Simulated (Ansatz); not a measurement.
**Run report: Al2Cu, geometry relaxation (part 2 of 2)**

Al2Cu (I4/mmm, 3 atoms in the cell); DFT r2SCAN, scalar-relativistic, plane waves, PAW, no spin polarisation (Ansatz 0.2.0); cutoff 500 eV, 14×14×14 k-mesh, Gaussian smearing of 0.1 eV. The structure derives from a Materials Project entry.

Geometry of the input (Å; fractional positions):
```
-2.0303  2.0303  2.8511
2.0303  -2.0303  2.8511
2.0303  2.0303  -2.8511
Al 0.7500  0.2500  0.5000
Al 0.2500  0.7500  0.5000
Cu 0.5000  0.5000  0.0000
```

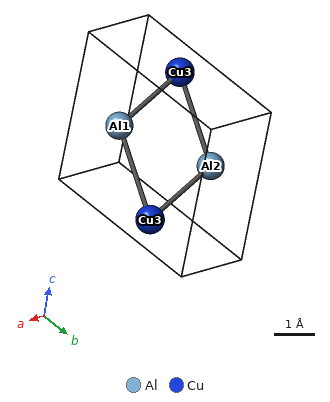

Fig. 1: The geometry at step 1 of the log (ball-and-stick view of the cell of the calculation, seen slightly off an axis; atoms are numbered from 1 in the order of the input).

### Output, continued
```
SCF iter   1: F=—  HF=-7712.693586 eV  |F-HF|=—  |Δ(HF+E_count)|=         —  Δρ=7.10e-4  dr2=1.68e-4  dr2_τ=2.99e-4  ethr=7.78e-7  ⟨swp⟩=2.0  Hψ=23317  notcnv=0
preconditioner: auto → Kerker (q_TF=auto, 2.455 Å⁻¹)  [metal: Δε(μ)=0.038 eV  Ē_g=8.962 eV  σ=0.100 eV  W_gap=0.21  n_scr=14 (ndim 8)  ℏωp=22.3 eV  f_vac=0.000  D(μ)=0.93/eV (n_scr^D=0)]
SCF iter   2: F=—  HF=-7712.694002 eV  |F-HF|=—  |Δ(HF+E_count)|=   4.16e-4  Δρ=6.42e-4  dr2=1.02e-4  dr2_τ=1.06e-6  ethr=6.71e-7  ⟨swp⟩=2.0  Hψ=7188  notcnv=0
SCF iter   3: F=—  HF=-7712.693978 eV  |F-HF|=—  |Δ(HF+E_count)|=   2.42e-5  Δρ=1.77e-4  dr2=1.50e-5  dr2_τ=1.41e-7  ethr=4.09e-7  ⟨swp⟩=2.1  Hψ=5833  notcnv=0
SCF iter   4: F=—  HF=-7712.693981 eV  |F-HF|=—  |Δ(HF+E_count)|=   3.09e-6  Δρ=9.08e-5  dr2=2.64e-6  dr2_τ=5.25e-8  ethr=6.01e-8  ⟨swp⟩=2.0  Hψ=6201  notcnv=0
SCF iter   5: F=—  HF=-7712.693980 eV  |F-HF|=—  |Δ(HF+E_count)|=   1.98e-7  Δρ=4.45e-5  dr2=6.79e-7  dr2_τ=3.15e-9  ethr=1.05e-8  ⟨swp⟩=1.0  Hψ=4148  notcnv=0
SCF iter   6: F=-7712.693980 eV  HF=-7712.693980 eV  |F-HF|=1.97e-9  |Δ(HF+E_count)|=   2.63e-8  Δρ=6.00e-6  dr2=2.12e-8  dr2_τ=2.30e-10  ethr=1.20e-9  ⟨swp⟩=9.3  Hψ=27795  notcnv=0
SCF 2 converged in 6 iterations: F = -7712.693980 eV  dr2 = 2.12e-8
relax step   2: F+E_penalty+E_count = -7712.69398041 eV  Δ(F+E_penalty+E_count) = -5.878e-4 eV  max|allowed force component| = 2.313e-18 eV/Å  Δτ_max = 0.0000 Å  P = +0.080 GPa  Ω = 47.102 Å³  energy of the carried Pulay correction = -1.544e-5 eV  (6 SCF iters, dr2 threshold 3.00e-7 eV, accepted)
Crystal: 3 atoms, lattice volume = 47.135 Å³
iter 1 solved again at ethr=9.95e-8 eV; its pass at ethr=3.10e-3 eV (dr2=2.49e-5 eV) is discarded
SCF iter   1: F=—  HF=-7712.693979 eV  |F-HF|=—  |Δ(HF+E_count)|=         —  Δρ=2.58e-4  dr2=2.19e-5  dr2_τ=1.74e-5  ethr=9.95e-8  ⟨swp⟩=2.0  Hψ=23057  notcnv=0
preconditioner: auto → Kerker (q_TF=auto, 2.455 Å⁻¹)  [metal: Δε(μ)=0.053 eV  Ē_g=8.954 eV  σ=0.100 eV  W_gap=0.29  n_scr=14 (ndim 8)  ℏωp=22.3 eV  f_vac=0.000  D(μ)=0.93/eV (n_scr^D=0)]
SCF iter   2: F=—  HF=-7712.694003 eV  |F-HF|=—  |Δ(HF+E_count)|=   2.47e-5  Δρ=2.28e-4  dr2=1.25e-5  dr2_τ=1.30e-7  ethr=8.78e-8  ⟨swp⟩=2.0  Hψ=6957  notcnv=0
SCF iter   3: F=—  HF=-7712.694000 eV  |F-HF|=—  |Δ(HF+E_count)|=   3.35e-6  Δρ=4.99e-5  dr2=1.24e-6  dr2_τ=1.05e-8  ethr=5.02e-8  ⟨swp⟩=2.1  Hψ=5898  notcnv=0
SCF iter   4: F=—  HF=-7712.694000 eV  |F-HF|=—  |Δ(HF+E_count)|=   9.80e-8  Δρ=2.29e-5  dr2=1.64e-7  dr2_τ=3.54e-9  ethr=4.95e-9  ⟨swp⟩=2.0  Hψ=5850  notcnv=0
SCF iter   5: F=—  HF=-7712.694000 eV  |F-HF|=—  |Δ(HF+E_count)|=   3.29e-8  Δρ=1.53e-5  dr2=7.33e-8  dr2_τ=3.37e-10  ethr=2.85e-10  ⟨swp⟩=7.2  Hψ=21505  notcnv=0
SCF iter   6: F=-7712.694000 eV  HF=-7712.694000 eV  |F-HF|=5.16e-10  |Δ(HF+E_count)|=   3.74e-9  Δρ=3.00e-6  dr2=4.46e-9  dr2_τ=4.67e-11  ethr=2.85e-10  ⟨swp⟩=7.3  Hψ=22089  notcnv=0
SCF 3 converged in 6 iterations: F = -7712.694000 eV  dr2 = 4.46e-9
relax step   3: F+E_penalty+E_count = -7712.69400003 eV  Δ(F+E_penalty+E_count) = -1.962e-5 eV  max|allowed force component| = 1.156e-17 eV/Å  Δτ_max = 0.0000 Å  P = +0.004 GPa  Ω = 47.135 Å³  energy of the carried Pulay correction = -2.118e-5 eV  (6 SCF iters, dr2 threshold 7.13e-8 eV, accepted)
Initial wavefunctions: pseudopotential atomic-orbital guess (no wavefunctions were taken with the density)
iter 1 solved again at ethr=3.89e-8 eV; its pass at ethr=3.10e-3 eV (dr2=9.74e-6 eV) is discarded
SCF iter   1: F=—  HF=-7712.694008 eV  |F-HF|=—  |Δ(HF+E_count)|=         —  Δρ=6.53e-5  dr2=4.29e-8  dr2_τ=1.36e-8  ethr=3.89e-8  ⟨swp⟩=3.0  Hψ=32166  notcnv=0
preconditioner: auto → Kerker (q_TF=auto, 2.455 Å⁻¹)  [metal: Δε(μ)=0.053 eV  Ē_g=8.953 eV  σ=0.100 eV  W_gap=0.29  n_scr=14 (ndim 8)  ℏωp=22.3 eV  f_vac=0.000  D(μ)=0.93/eV (n_scr^D=0)]
SCF iter   2: F=—  HF=-7712.694020 eV  |F-HF|=—  |Δ(HF+E_count)|=   1.19e-5  Δρ=3.38e-5  dr2=2.77e-8  dr2_τ=7.27e-8  ethr=1.71e-10  ⟨swp⟩=2.0  Hψ=6194  notcnv=0
SCF iter   3: F=—  HF=-7712.694025 eV  |F-HF|=—  |Δ(HF+E_count)|=   4.31e-6  Δρ=1.15e-5  dr2=1.57e-8  dr2_τ=5.16e-9  ethr=1.11e-10  ⟨swp⟩=2.0  Hψ=6174  notcnv=0
SCF iter   4: F=—  HF=-7712.694025 eV  |F-HF|=—  |Δ(HF+E_count)|=   3.13e-7  Δρ=1.15e-6  dr2=2.70e-10  dr2_τ=6.40e-11  ethr=6.29e-11  ⟨swp⟩=2.3  Hψ=6601  notcnv=0
SCF iter   5: F=—  HF=-7712.694025 eV  |F-HF|=—  |Δ(HF+E_count)|=   3.74e-9  Δρ=9.81e-7  dr2=3.15e-10  dr2_τ=5.26e-12  ethr=1.08e-12  ⟨swp⟩=2.2  Hψ=6699  notcnv=0
SCF iter   6: F=-7712.694025 eV  HF=-7712.694025 eV  |F-HF|=1.59e-10  |Δ(HF+E_count)|=  9.73e-11  Δρ=2.54e-7  dr2=2.10e-11  dr2_τ=2.99e-12  ethr=1.00e-12  ⟨swp⟩=4.2  Hψ=18452  notcnv=0
SCF 4 converged in 6 iterations: F = -7712.694025 eV  dr2 = 2.10e-11
relax step   4: F+E_penalty+E_count = -7712.69402488 eV  Δ(F+E_penalty+E_count) = -2.485e-5 eV  max|allowed force component| = 2.313e-18 eV/Å  Δτ_max = 0.0000 Å  P = +0.004 GPa  Ω = 47.135 Å³  stress off target by 7.51e-3 GPa  SCF on the basis re-selected at this cell (its energy is not comparable with the rows above)  (6 SCF iters)
basis re-selected at this cell: Δ(F+E_penalty+E_count) = -2.485e-5 eV, ΔP = +0.000 GPa vs the last step (what re-selecting the basis moved, of the pressure what is left beyond the Pulay correction that the steps carried, after the strain that the cell walked since its last selection, with what the two solves' SCF thresholds leave and, on support functions, any second-order correction that the steps lacked; it is no measure of the basis error at this ecutwfc). This SCF's stress stands 7.51e-3 GPa from its target on what of the cell is left free (relax.cell.stress_tol is 5.00e-2 GPa) and its largest allowed force component is 2.31e-18 eV/Å (relax.f_tol is 5.00e-3 eV/Å): within both
SCF converged after 6 iterations
Free energy (F): -7712.694025 eV
Harris-Foulkes:  -7712.694025 eV  (|F-HF|=1.59e-10)
Internal energy: -7712.689364 eV  (E = F + TS)
E sigma→0 (E₀):  -7712.691695 eV
Entropy (-TS):   -0.004661 eV (-1.554 meV/atom)
Fermi energy:    9.318276 eV
--- Per-component energies (eV) ---
  E_band       = -517.910707
  E_kinetic    = 346.476826
  E_local      = -5896.309694  (includes V_loc(G=0)·N_el)
  E_nonlocal   = 404.504965
  E_hartree    = 2643.963418
  E_xc         = -158.839585
  E_vxc        = -190.042912  (∫ρ·V_xc dr)
  E_paw        = -2616.040906  (= ΣΔE_a)
  E_vpaw       = -482.609222  (= ΣTr[D̂ρ^β])
  E_aug_tail   = 0.000146  (compensation charges beyond the density's cutoff)
  E_vtau       = 12.142190  (kinetic-family band-sum trace: ∫τ·v_τ [+ j·A + Jᵃ·Aᵃ] dr)
  E_ewald      = -2436.023211
  E_core_change = -0.421324  (= ΣΔE_core)
  E_smearing   = -0.004661  (= −TS)
  E_closure    = 0.000000  (closes the sum)
  Σ components = -7712.694025   (vs F -7712.694025, Δ=0.00e0)
--- Forces (eV/Å), atoms counted from 1 ---
  atom   1  Al     0.00000000    -0.00000000     0.00000000
  atom   2  Al    -0.00000000     0.00000000     0.00000000
  atom   3  Cu    -0.00000000     0.00000000     0.00000000
  max |Σ_I F_I| component: 3.47e-18 eV/Å
--- Stress (GPa, compression-positive) ---
        0.002839       0.000000      -0.000000
        0.000000       0.002839       0.000000
       -0.000000       0.000000       0.007511
  P = ⅓ Tr σ = 0.0044 GPa (0.044 kbar)
--- Band table (eV; the first three rows and the last of 244) ---
  k-point 0: bands = ["-108.4373", "-64.2261", "-64.2261", "-64.2261", "-1.4952", "4.6032", "4.6033", "4.6033", "5.1784", "5.1785", "12.3343", "12.3343", "12.3347", "12.4703", "12.4708", "12.4708", "14.4544"]
  k-point 1: bands = ["-108.4373", "-64.2262", "-64.2262", "-64.2261", "-1.3981", "4.5751", "4.6180", "4.6181", "5.1608", "5.1871", "11.1707", "11.1711", "11.9647", "12.0831", "13.7691", "13.7696", "15.0227"]
  k-point 2: bands = ["-108.4373", "-64.2262", "-64.2262", "-64.2261", "-1.1076", "4.4958", "4.6634", "4.6634", "5.1079", "5.2114", "10.0852", "10.0856", "10.9825", "11.4418", "13.6493", "15.2368", "15.2374"]
  k-point 243: bands = ["-108.4373", "-64.2263", "-64.2262", "-64.2262", "2.8800", "3.1261", "4.0237", "5.1576", "5.1576", "5.3537", "5.4380", "7.1713", "7.1713", "9.9373", "11.1021", "18.7933", "20.8390"]
--- Relaxed structure (3 steps of the walk, 3 accepted, 1 SCFs on fresh bases) ---
  F+E_penalty+E_count = -7712.69402488 eV   max|allowed force component| = 2.313e-18 eV/Å   (the final SCF, on the basis selected at the relaxed cell)
  cell:  # Å, volume = 47.1353 Å³
    - [-2.027357516895519, 2.027357516895519, 2.866987513413444]
    - [2.027357516895519, -2.027357516895519, 2.866987513413444]
    - [2.027357516895519, 2.027357516895519, -2.866987513413444]
  atoms:
    - { symbol: Al, position: [0.75, 0.24999999999999997, 0.5] }
    - { symbol: Al, position: [0.24999999999999997, 0.75, 0.5] }
    - { symbol: Cu, position: [0.49999999999999994, 0.49999999999999994, -1.2746211575714556e-36] }
```

### Trajectory as extended XYZ (Å, eV, eV/Å), 4 frames, from step=1 to step=4
```
3
Lattice="-2.0303 2.0303 2.8511 2.0303 -2.0303 2.8511 2.0303 2.0303 -2.8511" Properties=species:S:1:pos:R:3:forces:R:3 step=1 energy=-7712.69339 pressure_GPa=0.29
Al    0.0000    2.0303    1.4255    0.0000   0.0000   0.0000
Al    2.0303    0.0000    1.4255    0.0000   0.0000   0.0000
Cu    0.0000    0.0000    2.8511    0.0000   0.0000   0.0000
3
Lattice="-2.0277 2.0277 2.8639 2.0277 -2.0277 2.8639 2.0277 2.0277 -2.8639" Properties=species:S:1:pos:R:3:forces:R:3 step=2 energy=-7712.69398 pressure_GPa=0.08
Al    0.0000    2.0277    1.4320    0.0000   0.0000   0.0000
Al    2.0277    0.0000    1.4320    0.0000   0.0000   0.0000
Cu    0.0000    0.0000    2.8639    0.0000   0.0000   0.0000
3
Lattice="-2.0274 2.0274 2.8670 2.0274 -2.0274 2.8670 2.0274 2.0274 -2.8670" Properties=species:S:1:pos:R:3:forces:R:3 step=3 energy=-7712.69400 pressure_GPa=0.00
Al    0.0000    2.0274    1.4335    0.0000   0.0000   0.0000
Al    2.0274    0.0000    1.4335    0.0000   0.0000   0.0000
Cu    0.0000    0.0000    2.8670    0.0000   0.0000   0.0000
3
Lattice="-2.0274 2.0274 2.8670 2.0274 -2.0274 2.8670 2.0274 2.0274 -2.8670" Properties=species:S:1:pos:R:3:forces:R:3 step=4 energy=-7712.69402 pressure_GPa=0.00
Al    0.0000    2.0274    1.4335    0.0000   0.0000   0.0000
Al    2.0274    0.0000    1.4335    0.0000   0.0000   0.0000
Cu    0.0000    0.0000    2.8670    0.0000   0.0000   0.0000
```

### Results in brief

| quantity | value |
| --- | --- |
| outcome | converged |
| space group (tolerance 0.01 Å) | I4/mmm (139) → Fm-3m (225) |
| electrons treated | 25 |
| free energy | −7712.6940 eV |
| Fermi energy | 9.318 eV |
| gap on the k-point mesh | none (metallic) |
| pressure | 0.00 GPa |
| final volume | 47.14 Å³ |
| largest force (length of the vector) at the end | under 0.001 eV/Å |
| final cell | a = 4.055 Å, b = 4.055 Å, c = 4.055 Å, α = 120.00°, β = 120.00°, γ = 90.00° |
| hardware | 1 thread of Intel Xeon (Granite Rapids), 32 GiB of memory available, shared host |
| wall time | 44 s |
| peak memory | 0.69 GiB |
